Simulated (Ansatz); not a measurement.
The Ansatz input:

```
crystal:
  lattice:
    - [6.9621709817, 0.0, 0.0]
    - [-3.4810854908, 5.7835781781, 0.0]
    - [0.0, 0.0, 24.5598366634]
  atoms:
    - { symbol: Sn, position: [0.1811365792, 0.3622731584, 0.3460935069] }
    - { symbol: Sn, position: [0.1811365792, 0.8622731584, 0.3460935069] }
    - { symbol: Sn, position: [0.6811365792, 0.3622731584, 0.3460935069] }
    - { symbol: Sn, position: [0.6811365792, 0.8622731584, 0.3460935069] }
    - { symbol: Sn, position: [0.3524391277, 0.7048782554, 0.4523811249] }
    - { symbol: Sn, position: [0.3524391277, 0.2048782554, 0.4523811249] }
    - { symbol: Sn, position: [0.8524391277, 0.7048782554, 0.4523811249] }
    - { symbol: Sn, position: [0.8524391277, 0.2048782554, 0.4523811249] }
    - { symbol: Sn, position: [0.5231154314, 0.0462308628, 0.5588066419] }
    - { symbol: Sn, position: [0.5231154314, 0.5462308628, 0.5588066419] }
    - { symbol: Sn, position: [0.0231154314, 0.0462308628, 0.5588066419] }
    - { symbol: Sn, position: [0.0231154314, 0.5462308628, 0.5588066419] }
    - { symbol: Ge, position: [0.6897820981, 0.8795641961, 0.6296540186] }
basis:
  ecutwfc: 420
kpoints:
  mp_grid: { grid: [5, 5, 1] }
hamiltonian:
  xc: pbe
scf:
  occupations: { method: gaussian, width: 0.1 }
output:
  forces: true
  eigenvalues: true
relax:
  adjacent_minimum: "off"
  f_tol: 0.03
  max_steps: 70
  constraints: [{ sites: [0, 1, 2, 3] }]
efield:
  axis: 3
  dipole_correction: true
  ramp_width: 0.04
```

Run as:
```bash
ansatz run input.yaml --threads 2 --pin off --max-ram 5120MiB --backend cpu --events-out ev --progress --plain --runs-dir out
```

What does the potential across the slab give for the work function?

The work function is 4.16 eV at the right face and 3.69 eV at the left. The vacuum level is 0.46 eV higher at the right than at the left, so the slab carries a dipole along its normal; the ramp in the vacuum, at or near the edge of the plot, is the dipole correction that keeps each side flat. Some atoms were held fixed in the relaxation, which can itself make the faces differ. The outermost atoms are 7.0 Å apart, which leaves 17.5 Å of vacuum in a cell 24.6 Å high.

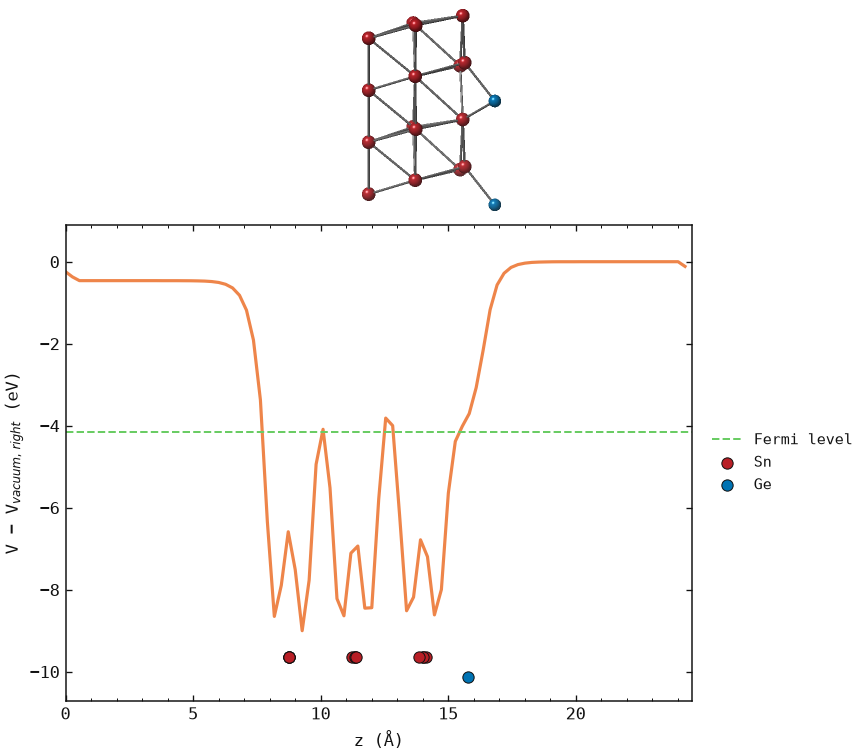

Plane-averaged electrostatic potential energy of an electron across the slab; circles at the bottom mark the heights of the atoms (positions after relaxation). The structure is drawn too.
